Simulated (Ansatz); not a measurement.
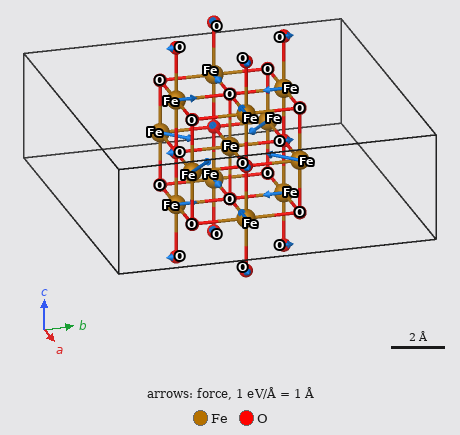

Starting geometry of a wire of composition FeO with the computed forces as blue arrows. The picture is a ball-and-stick view of the cell of the calculation, with the vacuum cut short (origin shifted), seen from a free direction.

Case: wire along [0 0 1], 18 atoms a period.

All numbers below come from DFT PBE, scalar-relativistic, plane waves, PAW in Ansatz 0.2.0. Set-up: plane-wave cutoff 420 eV; k-point mesh 1 × 1 × 8; occupations gaussian; smearing width 0.05 eV; collinear spin; cell relaxed at fixed a, b, alpha, beta, gamma; force threshold 0.02 eV/Å; at most 45 steps.

Is this structure relaxed? If not, where do the atoms go?

Answer. It isn't relaxed: the largest force vector, on Fe atoms, is 1.50 eV/Å. The final displacements follow the starting forces only in part (cosine between the two patterns 0.53). The largest moves relative to the layer's centre, 0.67 Å, are those of O atoms. Largest moves by element: O 0.67 Å, Fe 0.37 Å. Along the periodic axis the drawn cell goes c 4.309 → 3.834 Å (−11.0 %). Some distances before and after: Fe–O 2.154 → 2.821 Å, Fe–O 2.154 → 1.917 Å, Fe–O 2.154 → 1.991 Å, Fe–O 2.154 → 2.284 Å. Bonds break: Fe–O (2.15 → 2.82 Å). Among the angles between lasting bonds that change: O–Fe–O 90.0° → 142.5°, Fe–O–Fe 180.0° → 127.5°, Fe–O–Fe 180.0° → 148.7°. The energy falls by 3.935 eV per cell of the calculation in 11 accepted moves (13 points after the start). The largest force component goes from 1.1 to 0.00069 eV/Å. At 2 points the geometry stayed and the basis and grid were re-selected for the new cell (energy shift of 42.2 meV per cell of the calculation at most each time). The run took 12 min on 4 threads of Arm Neoverse V1, on a shared host, peak memory 2.8 GiB.

Limits of the set-up: the k-point mesh is coarse for a cell with partly filled bands.
